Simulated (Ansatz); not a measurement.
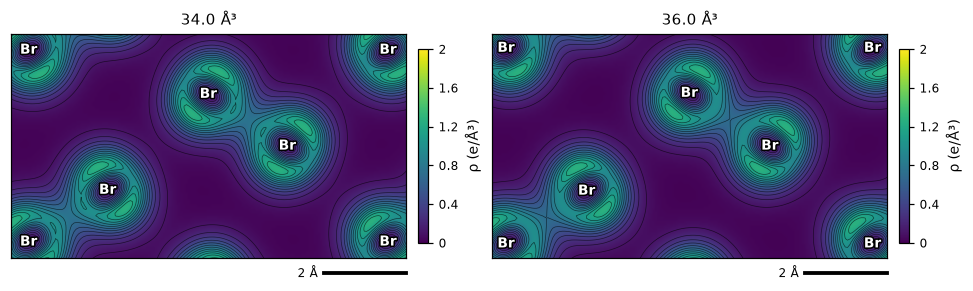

Br. The valence electron density of cells scaled evenly to different volumes (given per atom above each panel), on the (110) plane of each (indices in the axes of the cell below), at one length scale and on one colour scale.

Method: Kohn-Sham DFT of a periodic cell, r2SCAN, Ansatz PAW in Ansatz.

The largest cell:

```cif
data_structure
_symmetry_space_group_name_H-M 'P 1'
_symmetry_Int_Tables_number 1
_cell_length_a 4.1674
_cell_length_b 4.1674
_cell_length_c 8.8730
_cell_angle_alpha 90.000
_cell_angle_beta 90.000
_cell_angle_gamma 69.255
_cell_volume 144.11
loop_
_atom_site_label
_atom_site_type_symbol
_atom_site_fract_x
_atom_site_fract_y
_atom_site_fract_z
_atom_site_occupancy
Br1 Br 0.36510 0.63490 0.39010 1
Br2 Br 0.13490 0.86510 0.89010 1
Br3 Br 0.63490 0.36510 0.60990 1
Br4 Br 0.86510 0.13490 0.10990 1
```

| volume (Å³/atom) | Br–Br contact in the plane (Å) | ρ at its midpoint (e/Å³) | pressure (GPa) | gap on the mesh (eV) | 
| --- | --- | --- | --- | --- |
| 33.99 | 2.287 | 0.757 | 0.7 | 2.22 | 
| 35.35 | 2.317 | ? | ? | ? | 
| 36.03 | 2.332 | 0.699 | −0.8 | 2.03 | 

Question: What values belong in the row with question marks?

Answer: Over the known rows ln ρ falls by 1.77 per Å of Br–Br distance (the line through the two), which gives 0.718 e/Å³ at 2.317 Å; the calculation gives 0.718 e/Å³. For the pressure, a straight line in volume between the neighbouring rows gives −0.3 GPa; the calculation gives −0.4. For the gap on the mesh, a straight line in volume between the neighbouring rows gives 2.09 eV; the calculation gives 2.09.
